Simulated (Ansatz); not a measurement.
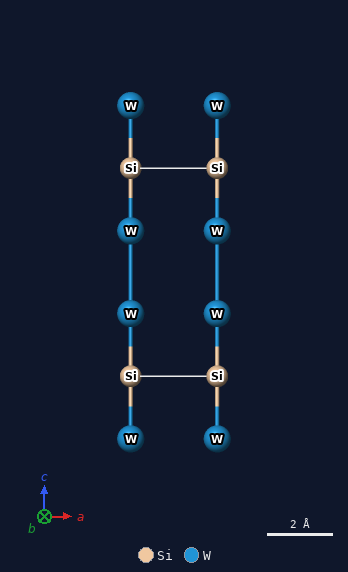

This is the input geometry for a relaxation of crystalline SiW2 (a generated structure, set up in P6/mmm) (coarse preliminary run). A ball-and-stick model of the cell of the calculation, seen along the b axis.

Method: Ansatz, DFT PBE, scalar-relativistic, plane waves, PAW.

Input file:
```yaml
crystal:
  lattice:
    - [3.08147635, 0.0, 0.0]
    - [-1.54073817, 2.6686368, 0.0]
    - [0.0, 0.0, 6.41546336]
  atoms:
    - { symbol: Si, position: [0.0, 0.0, 0.0] }
    - { symbol: W, position: [0.0, 0.0, 0.69902438] }
    - { symbol: W, position: [0.0, 0.0, 0.30097562] }
basis:
  ecutwfc: 420
kpoints:
  mp_grid: { grid: [6, 6, 4] }
hamiltonian:
  xc: pbe
scf:
  occupations: { method: gaussian, width: 0.1 }
  lower_state_search: "off"
output:
  forces: true
  stress: true
  eigenvalues: true
relax:
  adjacent_minimum: "off"
  f_tol: 0.04
  max_steps: 70
  cell: { stress_tol: 0.4 }
```

Launched with:
```bash
ansatz run input.yaml --threads 1 --pin off --max-ram 2560MiB --backend cpu --events-out ev --progress --plain --runs-dir out
```

**What does the optimiser find from here?**

After 10 accepted moves (13 points after the start) the energy has fallen by 2054 meV per atom. Largest force component: 15 eV/Å at the start, 0.0044 eV/Å at the end. Pressure: 38.38 GPa at the start and 0.00 GPa at the end. The line search rejected the trial step at point 9 of the run. At 2 points the geometry stayed and the basis and grid were re-selected for the new cell (energy shift of 5.0 meV per atom at most each time). The largest moves relative to the cell, 0.26 Å, are those of W2 and W3. W3 goes along +c. Si stays in place. The drawn cell changes as follows: a = b 3.081 → 2.747 Å (−10.9 %), c 6.415 → 7.857 Å (+22.5 %); the volume changes by −2.7 %. Near-neighbour distances that change, for instance: Si1–W2 1.931 → 2.620 Å, W2–W2 3.081 → 2.747 Å, Si1–Si1 3.081 → 2.747 Å, W2–W3 2.554 → 2.616 Å. The space group stays P6/mmm (No. 191). The run took 11 s on 1 thread of Intel(R) Xeon(R) 6975P-C (Granite Rapids) (shared host), peak memory 0.38 GiB.

Final geometry:

```xyz
3
Lattice="2.7466 0.0000 0.0000 -1.3733 2.3787 0.0000 0.0000 0.0000 7.8570" Properties=species:S:1:pos:R:3 pbc="T T T"
Si    0.0000    0.0000    7.8570
W     0.0000    0.0000    5.2366
W     0.0000    0.0000    2.6204
```

After the run, drawn alike:

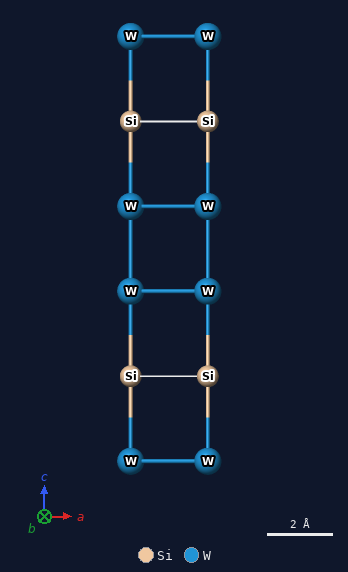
